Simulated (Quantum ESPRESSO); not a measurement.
# MgS, rock salt type, strained in the (001) plane: a series in biaxial strain in the plane, part 2 of 6

What law, if any, do the results for MgS, rock salt type, strained in the (001) plane follow against biaxial strain in the plane?

Quantum ESPRESSO 7.5; plane-wave DFT, PBE, GBRV ultrasoft pseudopotentials.

So far. Step 2 (Variable-cell relaxation of the reference):  The last row is no step: it is a fresh SCF in the final cell with a new plane-wave basis, +0 meV from the row before.

The structure was built from a prototype and need not be the compound's stable phase.

### Step 3. Relaxing cell and ions, -4 %

What the set-up leaves free in this member is relaxed.

File m0.relax.in:

```
&control
  prefix = 'm0.relax'
  outdir = './out'
  pseudo_dir = './pseudo'
  nstep = 40
  forc_conv_thr = 0.001
  calculation = 'vc-relax'
/
&system
  ibrav = 0
  nat = 4
  ntyp = 2
  ecutwfc = 50
  ecutrho = 250
  occupations = 'fixed'
/
&electrons
  conv_thr = 1e-10
  mixing_beta = 0.6
  electron_maxstep = 120
/
&ions
/
&cell
  cell_dofree = 'z'
  press_conv_thr = 0.3
/
ATOMIC_SPECIES
  Mg  24.3050  mg_pbe_v1.4.uspp.F.UPF
  S   32.0600  s_pbe_v1.4.uspp.F.UPF
CELL_PARAMETERS angstrom
  3.54896918784000 0.00000000000000 0.00000000000000
  0.00000000000000 3.54896918784000 0.00000000000000
  0.00000000000000 0.00000000000000 5.22682067900000
ATOMIC_POSITIONS crystal
  Mg  0.000000000000 0.000000000000 0.000000000000
  S   0.500000000000 0.500000000000 0.000000000000
  Mg  0.500000000000 0.500000000000 0.500000000000
  S   0.000000000000 0.000000000000 0.500000000000
K_POINTS automatic
  6 6 6 0 0 0
```

The run is started by

```bash
$ OMP_NUM_THREADS=1 mpirun -n 4 pw.x -nk 4 -in m0.relax.in > m0.relax.out
```

Output:

```text
[banner, memory and clock lines left out]
Program PWSCF v.7.5 starts
[citation notice left out]

[...]
Message from routine setup:
[...]
bravais-lattice index     =            0
     lattice parameter (alat)  =       6.7066  a.u.
     unit-cell volume          =     444.2615 (a.u.)^3
     number of atoms/cell      =            4
     number of atomic types    =            2
     number of electrons       =        32.00
     number of Kohn-Sham states=           16
     kinetic-energy cutoff     =      50.0000  Ry
     charge density cutoff     =     250.0000  Ry
     scf convergence threshold =      1.0E-10
     mixing beta               =       0.6000
     number of iterations used =            8  plain     mixing
     energy convergence thresh.=      1.0E-04
     force convergence thresh. =      1.0E-03
     press convergence thresh. =      3.0E-01
     Exchange-correlation=  SLA  PW   PBX  PBC
                           (   1   4   3   4   0   0   0)
     nstep                     =           40

[...]
PseudoPot. # 1 for Mg read from file:
     ./pseudo/mg_pbe_v1.4.uspp.F.UPF
     Pseudo is Ultrasoft, Zval = 10.0
     Generated by new atomic code, or converted to UPF format
     Using radial grid of  821 points,  7 beta functions with:
                l(1) =   0
                l(2) =   0
                l(3) =   0
                l(4) =   1
                l(5) =   1
                l(6) =   2
                l(7) =   2
     Q(r) pseudized with  8 coefficients,  rinner =    1.200   1.200   1.200
                                                       1.200   1.200

     PseudoPot. # 2 for S  read from file:
     ./pseudo/s_pbe_v1.4.uspp.F.UPF
     Pseudo is Ultrasoft + core correction, Zval =  6.0
     Generated by new atomic code, or converted to UPF format
     Using radial grid of  907 points,  6 beta functions with:
                l(1) =   0
                l(2) =   0
                l(3) =   1
                l(4) =   1
                l(5) =   2
                l(6) =   2
     Q(r) pseudized with  8 coefficients,  rinner =    1.300   1.300   1.300
                                                       1.300   1.300

     atomic species   valence    mass     pseudopotential
     Mg               10.00    24.30500     Mg( 1.00)
     S                 6.00    32.06000     S ( 1.00)

     16 Sym. Ops., with inversion, found

[...]
number of k points=    40
[...]
Dense  grid:    29629 G-vectors     FFT dimensions: (  36,  36,  50)

     Smooth grid:    21209 G-vectors     FFT dimensions: (  32,  32,  45)

     Initial potential from superposition of free atoms

     starting charge      31.3995, renormalised to      32.0000
     Starting wfcs are   18 randomized atomic wfcs

     per-process dynamical memory:    50.9 Mb

     Self-consistent Calculation

     iteration #  1     ecut=    50.00 Ry     beta= 0.60
     Davidson diagonalization with overlap
     ethr =  1.00E-02,  avg # of iterations =  2.0

     total energy              =    -299.15541579 Ry
     estimated scf accuracy    <       0.35323769 Ry

     iteration #  2     ecut=    50.00 Ry     beta= 0.60
[...]
total energy              =    -299.25480536 Ry
     estimated scf accuracy    <       0.02249565 Ry

     iteration #  3     ecut=    50.00 Ry     beta= 0.60
[...]
total energy              =    -299.25624794 Ry
     estimated scf accuracy    <       0.00224171 Ry

     iteration #  4     ecut=    50.00 Ry     beta= 0.60
[...]
total energy              =    -299.25657738 Ry
     estimated scf accuracy    <       0.00022445 Ry

     iteration #  5     ecut=    50.00 Ry     beta= 0.60
[...]
total energy              =    -299.25662606 Ry
     estimated scf accuracy    <       0.00005988 Ry

     iteration #  6     ecut=    50.00 Ry     beta= 0.60
[...]
total energy              =    -299.25664371 Ry
     estimated scf accuracy    <       0.00001183 Ry

     iteration #  7     ecut=    50.00 Ry     beta= 0.60
[...]
total energy              =    -299.25664549 Ry
     estimated scf accuracy    <       0.00000047 Ry

     iteration #  8     ecut=    50.00 Ry     beta= 0.60
[...]
total energy              =    -299.25664596 Ry
     estimated scf accuracy    <          3.6E-09 Ry

     iteration #  9     ecut=    50.00 Ry     beta= 0.60
[...]
total energy              =    -299.25664596 Ry
     estimated scf accuracy    <          7.6E-09 Ry

     iteration # 10     ecut=    50.00 Ry     beta= 0.60
[...]
total energy              =    -299.25664596 Ry
     estimated scf accuracy    <          2.2E-09 Ry

     iteration # 11     ecut=    50.00 Ry     beta= 0.60
[...]
End of self-consistent calculation

          k = 0.0000 0.0000 0.0000 (  2671 PWs)   bands (ev):

   -67.5655 -67.5650 -34.3463 -34.3387 -34.3334 -34.3334 -34.3304 -34.3304
    -6.0380  -4.2501   2.4501   5.3314   5.3314   6.9761   6.9761   7.1346

          k = 0.0000 0.0000 0.1132 (  2670 PWs)   bands (ev):

   -67.5655 -67.5650 -34.3458 -34.3392 -34.3332 -34.3332 -34.3306 -34.3306
    -5.9439  -4.4095   2.7078   5.4156   5.4156   6.5985   6.8259   6.8259

[...]
highest occupied level (ev):     7.1346

!    total energy              =    -299.25664596 Ry
     estimated scf accuracy    <          7.9E-12 Ry

     The total energy is the sum of the following terms:
     one-electron contribution =    -192.03123120 Ry
     hartree contribution      =     100.73308343 Ry
     xc contribution           =     -51.11399220 Ry
     ewald contribution        =    -156.84450599 Ry

     convergence has been achieved in  11 iterations

     Forces acting on atoms (cartesian axes, Ry/au):

     atom    1 type  1   force =     0.00000000    0.00000000    0.00000000
     atom    2 type  2   force =     0.00000000    0.00000000    0.00000000
     atom    3 type  1   force =     0.00000000    0.00000000    0.00000000
     atom    4 type  2   force =     0.00000000    0.00000000    0.00000000

     Total force =     0.000000     Total SCF correction =     0.000000

     Computing stress (Cartesian axis) and pressure

          total   stress  (Ry/bohr**3)                   (kbar)     P=       74.59
   0.00064012   0.00000000   0.00000000           94.16        0.00        0.00
   0.00000000   0.00064012   0.00000000            0.00       94.16        0.00
   0.00000000   0.00000000   0.00024101            0.00        0.00       35.45

     BFGS Geometry Optimization
     Energy error            =      6.4E-04 Ry
     Gradient error          =      0.0E+00 Ry/Bohr
     Cell gradient error     =      3.5E+01 kbar

     number of scf cycles    =   1
     number of bfgs steps    =   0

     enthalpy           new  =    -299.2566459595 Ry

     new trust radius        =       0.0253999750 bohr
     new conv_thr            =            1.0E-10 Ry

     new unit-cell volume =    446.93832 a.u.^3 (    66.22943 Ang^3 )
     density =      2.82643 g/cm^3

CELL_PARAMETERS (angstrom)
   3.548969188   0.000000000   0.000000000
   0.000000000   3.548969188   0.000000000
   0.000000000   0.000000000   5.258314225

ATOMIC_POSITIONS (crystal)
Mg               0.0000000000        0.0000000000        0.0000000000
S                0.5000000000        0.5000000000        0.0000000000
Mg               0.5000000000        0.5000000000        0.5000000000
S                0.0000000000        0.0000000000        0.5000000000

[...]
NEW-OLD atomic charge density approx. for the potential
     New effective cutoffs (rho, wfc):  249.53   49.99

     per-process dynamical memory:    70.9 Mb

[...]
!    total energy              =    -299.25720527 Ry
[...]
Total force =     0.000000     Total SCF correction =     0.000000
[...]
number of bfgs steps    =   1
[...]
new trust radius        =       0.0379856953 bohr
[...]
!    total energy              =    -299.25773949 Ry
[...]
Total force =     0.000000     Total SCF correction =     0.000000
[...]
number of bfgs steps    =   2
[...]
new trust radius        =       0.0390913924 bohr
[...]
!    total energy              =    -299.25794249 Ry
[...]
Total force =     0.000000     Total SCF correction =     0.000000
[...]
number of bfgs steps    =   3
[...]
new trust radius        =       0.0044239442 bohr
[...]
!    total energy              =    -299.25794479 Ry
[...]
Total force =     0.000000     Total SCF correction =     0.000000
[...]
Self-consistent Calculation

     iteration #  1     ecut=    50.00 Ry     beta= 0.60
     Davidson diagonalization with overlap
     ethr =  1.00E-06,  avg # of iterations =  7.9

     total energy              =    -299.18355394 Ry
     estimated scf accuracy    <       0.32715248 Ry

[...]
iteration # 12     ecut=    50.00 Ry     beta= 0.60
[...]
End of self-consistent calculation

          k = 0.0000 0.0000 0.0000 (  2743 PWs)   bands (ev):

   -67.9115 -67.9111 -34.6946 -34.6880 -34.6758 -34.6758 -34.6734 -34.6734
    -6.1966  -4.5693   2.2703   5.1570   5.1570   6.6362   6.6362   6.8757

          k = 0.0000 0.0000 0.1104 (  2755 PWs)   bands (ev):

   -67.9115 -67.9111 -34.6942 -34.6885 -34.6756 -34.6756 -34.6736 -34.6736
    -6.1101  -4.7124   2.5190   5.2342   5.2342   6.3389   6.5045   6.5045

[...]
highest occupied level (ev):     6.8757

!    total energy              =    -299.25797269 Ry
     estimated scf accuracy    <          4.0E-13 Ry

     The total energy is the sum of the following terms:
     one-electron contribution =    -194.25773838 Ry
     hartree contribution      =     101.47804754 Ry
     xc contribution           =     -51.07214257 Ry
     ewald contribution        =    -155.40613928 Ry

     convergence has been achieved in  12 iterations

     Forces acting on atoms (cartesian axes, Ry/au):

     atom    1 type  1   force =     0.00000000    0.00000000    0.00000000
     atom    2 type  2   force =     0.00000000    0.00000000    0.00000000
     atom    3 type  1   force =     0.00000000    0.00000000    0.00000000
     atom    4 type  2   force =     0.00000000    0.00000000    0.00000000

     Total force =     0.000000     Total SCF correction =     0.000000

     Computing stress (Cartesian axis) and pressure

          total   stress  (Ry/bohr**3)                   (kbar)     P=       54.57
   0.00055560   0.00000000   0.00000000           81.73        0.00        0.00
   0.00000000   0.00055560   0.00000000            0.00       81.73        0.00
   0.00000000   0.00000000   0.00000171            0.00        0.00        0.25

[...]
```

Elapsed: 78 s, on 4 MPI ranks of Intel Xeon Platinum 8259CL at 2.50GHz (Skylake/Cascade Lake), shared host; peak memory 0.42 GiB; 5.2 min of CPU time.

The steps of the relaxation:

```
step  energy less that of the first step (eV)  largest force (eV/Å)  volume (Å³)
   1                                   0.0000                0.0000        65.83
   2                                  -0.0076                0.0000        66.23
   3                                  -0.0149                0.0000        66.82
   4                                  -0.0176                0.0000        67.44
   5                                  -0.0177                0.0000        67.51
   6                                  -0.0181                0.0000        67.51
```

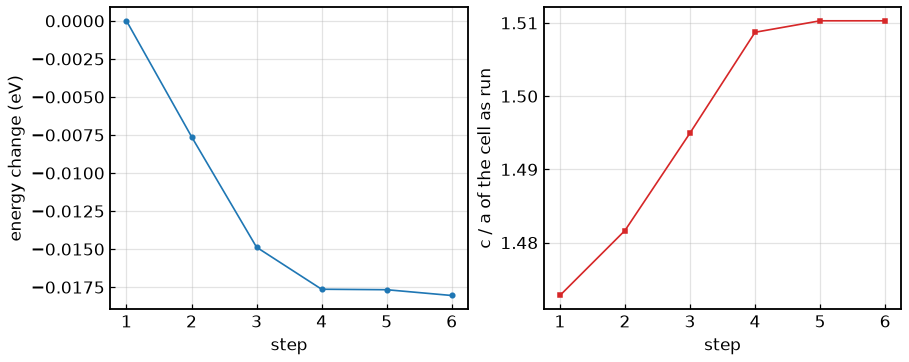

Energy and cell shape along the relaxation.

```
conventional cell, symmetrised  before  after  change
                         a (Å)   3.549  3.549  +0.0 %
                         b (Å)   3.549  3.549  +0.0 %
                         c (Å)   5.227  5.360  +2.5 %
              volume (Å³/atom)   16.46  16.88  +2.5 %
```

Final coordinates:

```cif
data_structure
_symmetry_space_group_name_H-M 'P 1'
_symmetry_Int_Tables_number 1
_cell_length_a 3.5490
_cell_length_b 3.5490
_cell_length_c 5.3599
_cell_angle_alpha 90.000
_cell_angle_beta 90.000
_cell_angle_gamma 90.000
_cell_volume 67.51
loop_
_atom_site_label
_atom_site_type_symbol
_atom_site_fract_x
_atom_site_fract_y
_atom_site_fract_z
_atom_site_occupancy
Mg1 Mg 0.00000 0.00000 0.00000 1
S2 S 0.50000 0.50000 0.00000 1
Mg3 Mg 0.50000 0.50000 0.50000 1
S4 S 0.00000 0.00000 0.50000 1
```

 The last row is no step: it is a fresh SCF in the final cell with a new plane-wave basis, -0 meV from the row before.

Read from the output:

```
free energy                    : -4071.6121 eV
valence top, on the run's zero : 6.876 eV
```

### Step 4. Ground state, -4 %

The self-consistent run of this member.

File m0.scf.in:

```
&control
  prefix = 'm0.scf'
  outdir = './out'
  pseudo_dir = './pseudo'
  calculation = 'scf'
  tprnfor = .true.
/
&system
  ibrav = 0
  nat = 4
  ntyp = 2
  ecutwfc = 40
  ecutrho = 200
  occupations = 'fixed'
  nbnd = 20
/
&electrons
  conv_thr = 1e-09
  mixing_beta = 0.6
  electron_maxstep = 120
/
ATOMIC_SPECIES
  Mg  24.3050  mg_pbe_v1.4.uspp.F.UPF
  S   32.0600  s_pbe_v1.4.uspp.F.UPF
CELL_PARAMETERS angstrom
  3.54896918800000 0.00000000000000 0.00000000000000
  0.00000000000000 3.54896918800000 0.00000000000000
  0.00000000000000 0.00000000000000 5.35993964000000
ATOMIC_POSITIONS crystal
  Mg  0.000000000000 0.000000000000 0.000000000000
  S   0.500000000000 0.500000000000 0.000000000000
  Mg  0.500000000000 0.500000000000 0.500000000000
  S   0.000000000000 0.000000000000 0.500000000000
K_POINTS automatic
  6 6 6 0 0 0
```

The run is started by

```bash
$ OMP_NUM_THREADS=1 mpirun -n 4 pw.x -nk 4 -in m0.scf.in > m0.scf.out
```

Output:

```text
[banner, memory and clock lines left out]
Program PWSCF v.7.5 starts
[citation notice left out]

[...]
Message from routine setup:
[...]
bravais-lattice index     =            0
     lattice parameter (alat)  =       6.7066  a.u.
     unit-cell volume          =     455.5761 (a.u.)^3
     number of atoms/cell      =            4
     number of atomic types    =            2
     number of electrons       =        32.00
     number of Kohn-Sham states=           20
     kinetic-energy cutoff     =      40.0000  Ry
     charge density cutoff     =     200.0000  Ry
     scf convergence threshold =      1.0E-09
     mixing beta               =       0.6000
     number of iterations used =            8  plain     mixing
     Exchange-correlation=  SLA  PW   PBX  PBC
                           (   1   4   3   4   0   0   0)

[...]
PseudoPot. # 1 for Mg read from file:
     ./pseudo/mg_pbe_v1.4.uspp.F.UPF
     Pseudo is Ultrasoft, Zval = 10.0
     Generated by new atomic code, or converted to UPF format
     Using radial grid of  821 points,  7 beta functions with:
                l(1) =   0
                l(2) =   0
                l(3) =   0
                l(4) =   1
                l(5) =   1
                l(6) =   2
                l(7) =   2
     Q(r) pseudized with  8 coefficients,  rinner =    1.200   1.200   1.200
                                                       1.200   1.200

     PseudoPot. # 2 for S  read from file:
     ./pseudo/s_pbe_v1.4.uspp.F.UPF
     Pseudo is Ultrasoft + core correction, Zval =  6.0
     Generated by new atomic code, or converted to UPF format
     Using radial grid of  907 points,  6 beta functions with:
                l(1) =   0
                l(2) =   0
                l(3) =   1
                l(4) =   1
                l(5) =   2
                l(6) =   2
     Q(r) pseudized with  8 coefficients,  rinner =    1.300   1.300   1.300
                                                       1.300   1.300

     atomic species   valence    mass     pseudopotential
     Mg               10.00    24.30500     Mg( 1.00)
     S                 6.00    32.06000     S ( 1.00)

     16 Sym. Ops., with inversion, found

[...]
number of k points=    40
[...]
Dense  grid:    21737 G-vectors     FFT dimensions: (  32,  32,  45)

     Smooth grid:    15593 G-vectors     FFT dimensions: (  27,  27,  45)

     Initial potential from superposition of free atoms

     starting charge      31.3995, renormalised to      32.0000
     Starting wfcs are   18 randomized atomic wfcs +    2 random wfcs

     per-process dynamical memory:    36.8 Mb

     Self-consistent Calculation

     iteration #  1     ecut=    40.00 Ry     beta= 0.60
     Davidson diagonalization with overlap
     ethr =  1.00E-02,  avg # of iterations =  5.7

     total energy              =    -299.17760740 Ry
     estimated scf accuracy    <       0.33132225 Ry

     iteration #  2     ecut=    40.00 Ry     beta= 0.60
[...]
total energy              =    -299.25585501 Ry
     estimated scf accuracy    <       0.01995844 Ry

     iteration #  3     ecut=    40.00 Ry     beta= 0.60
[...]
total energy              =    -299.25739494 Ry
     estimated scf accuracy    <       0.00171181 Ry

     iteration #  4     ecut=    40.00 Ry     beta= 0.60
[...]
total energy              =    -299.25749816 Ry
     estimated scf accuracy    <       0.00004917 Ry

     iteration #  5     ecut=    40.00 Ry     beta= 0.60
[...]
total energy              =    -299.25750909 Ry
     estimated scf accuracy    <       0.00000077 Ry

     iteration #  6     ecut=    40.00 Ry     beta= 0.60
[...]
total energy              =    -299.25750967 Ry
     estimated scf accuracy    <          5.3E-09 Ry

     iteration #  7     ecut=    40.00 Ry     beta= 0.60
[...]
End of self-consistent calculation

          k = 0.0000 0.0000 0.0000 (  1973 PWs)   bands (ev):

   -67.9074 -67.9070 -34.6902 -34.6837 -34.6714 -34.6714 -34.6690 -34.6690
    -6.1963  -4.5690   2.2706   5.1573   5.1573   6.6365   6.6365   6.8758
     9.9087  10.7757  11.1390  14.1787

          k = 0.0000 0.0000 0.1104 (  1945 PWs)   bands (ev):

   -67.9074 -67.9070 -34.6898 -34.6841 -34.6712 -34.6712 -34.6692 -34.6692
    -6.1098  -4.7120   2.5192   5.2345   5.2345   6.3390   6.5048   6.5048
    10.1459  11.2658  11.3723  13.7974

[...]
highest occupied, lowest unoccupied level (ev):     6.8758    9.5146

!    total energy              =    -299.25750968 Ry
     estimated scf accuracy    <          6.5E-10 Ry

     The total energy is the sum of the following terms:
     one-electron contribution =    -194.26111600 Ry
     hartree contribution      =     101.48273187 Ry
     xc contribution           =     -51.07298627 Ry
     ewald contribution        =    -155.40613928 Ry

     convergence has been achieved in   7 iterations

     Forces acting on atoms (cartesian axes, Ry/au):

     atom    1 type  1   force =     0.00000000    0.00000000    0.00000000
     atom    2 type  2   force =     0.00000000    0.00000000    0.00000000
     atom    3 type  1   force =     0.00000000    0.00000000    0.00000000
     atom    4 type  2   force =     0.00000000    0.00000000    0.00000000

     Total force =     0.000000     Total SCF correction =     0.000000

[...]
```

The job ended after 12 s (4 MPI ranks; peak memory 0.34 GiB).

Read from the output:

```
free energy                          : -4071.6058 eV
conduction bottom, on the run's zero : 9.515 eV
gap by band count                    : 2.639 eV
```

[end of part 2 of 6]

[Logs are printed without paths, hosts, clocks, repeated set-up lines and the standing remarks that a program may print on its own settings, such as how far it seeks lower states.]

[Hosts, paths, dates, database ids (printed as entryN), source tags and the programs' standing remarks are cut or masked in the printed files.]

[Maps of the electrostatic potential energy from Ansatz leave out the sawtooth potential of an applied field or a dipole correction, so their vacuum need not be flat; planar profiles and work functions include it.]
